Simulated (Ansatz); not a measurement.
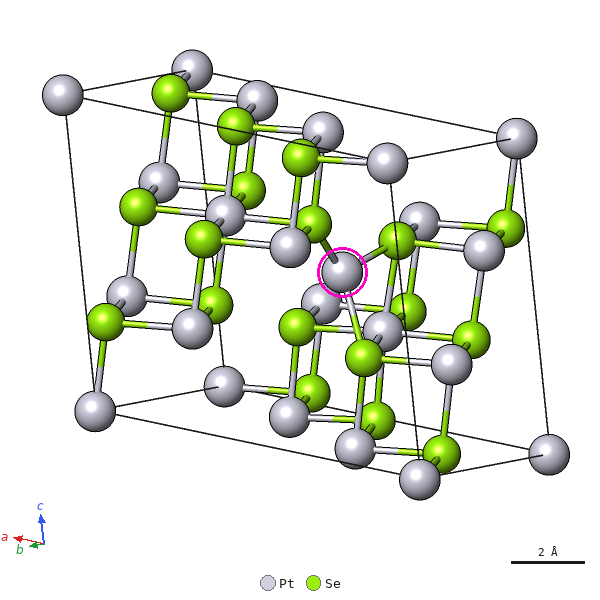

Structure drawing (ball-and-stick), viewed from a general direction. The parallelepiped is the supercell. The host is PtSe$_{2}$, in a cell of 27 sites, and the cell carries a charge of +1. A ring marks the defect's site.

**Spot the defect.**

An interstitial platinum atom. It is bonded to three Se at about 2.4 Å. Not all metal-metal contacts are counted.

Method used: DFT PBE, scalar-relativistic, plane waves, PAW (Ansatz 0.2.0). It ran with plane-wave cutoff 420 eV, k-grid 2×2×2, Gaussian smearing of 0.01 eV, collinear spins.

**Is the defect spin-polarised?**

No net moment.

The atoms were relaxed in the host's cell with DFT PBE, scalar-relativistic, plane waves, PAW in Ansatz 0.2.0.
